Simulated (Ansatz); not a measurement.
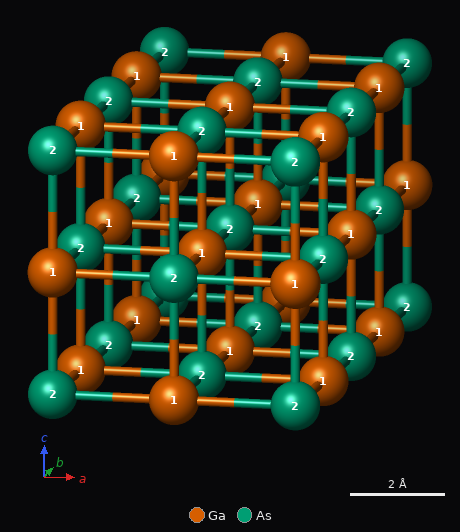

This is a symmetric starting cell of GaAs (made from another compound by putting Ga in place of Al). Style: ball-and-stick. Shown: the conventional cell (4 times the calculation's cell), repeated 1 × 2 × 1 with one cell outlined, slightly off an axis. Lengths and directions refer to the drawn axes.

Computed with Ansatz, DFT PBE, scalar-relativistic, plane waves, PAW. Settings: plane-wave cutoff 420 eV; k-point mesh 14 × 14 × 14; occupations gaussian; smearing width 0.1 eV; no spin polarisation.

Now this is done to it. All lengths are scaled by −1.1 % (volume −3.2 %), the atoms keeping their fractional coordinates. No relaxation follows. The starting cell wasn't computed here and needn't be at equilibrium, so pressure and forces aren't due to the change alone.

What does the calculation give for the changed structure?

Answer. The pressure is 6.6 GPa (not all of it need come from the change, since the unchanged cell can be under pressure at this level too). All forces vanish by symmetry. Among the bonded contacts that change: As–Ga 2.655 → 2.626 Å. The space group stays Fm-3m (No. 225).
